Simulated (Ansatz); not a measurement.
Consider CdSe.

```cif
data_structure
_symmetry_space_group_name_H-M 'P 1'
_symmetry_Int_Tables_number 1
_cell_length_a 4.3018
_cell_length_b 4.3019
_cell_length_c 14.0402
_cell_angle_alpha 89.986
_cell_angle_beta 90.012
_cell_angle_gamma 119.992
_cell_volume 225.03
loop_
_atom_site_label
_atom_site_type_symbol
_atom_site_fract_x
_atom_site_fract_y
_atom_site_fract_z
_atom_site_occupancy
Cd1 Cd 0.99980 0.00001 0.00121 1
Cd2 Cd 0.33308 0.66659 0.25132 1
Cd3 Cd 0.99979 0.99980 0.50120 1
Cd4 Cd 0.66643 0.33329 0.75131 1
Se1 Se 0.99974 0.99999 0.18884 1
Se2 Se 0.33312 0.66645 0.43909 1
Se3 Se 0.99977 0.99994 0.68883 1
Se4 Se 0.66645 0.33342 0.93909 1
```

Space group P6₃mc; started from the 4H polytype prototype, which need not be the ambient phase; changed on purpose from its base cell (shaken).

All numbers below come from DFT, PBEsol, plane waves, PAW (Ansatz).

> Predict the valence pseudo-density and electron localisation function between the atoms.

Cd–Se (2.64 Å): ρ is about 0.39 e/Å³ halfway; the ELF is about 0.40 at the midpoint.

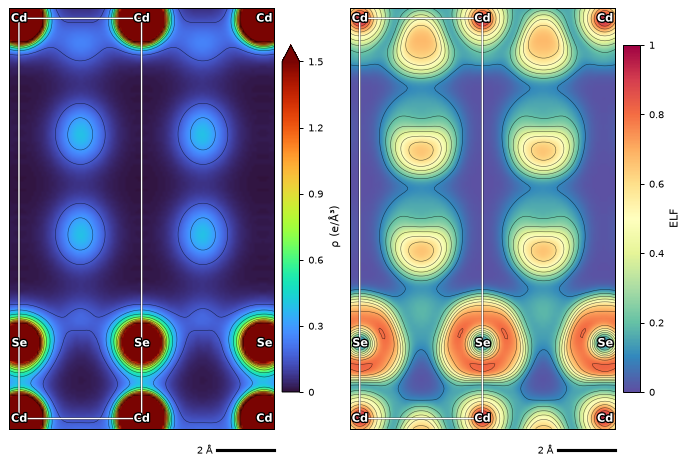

Computed valence pseudo-density and electron localisation function on the (010) plane of the conventional cell, in this order. 

The density is the valence pseudo-density of a PAW calculation; it isn't the true density close to the nuclei.
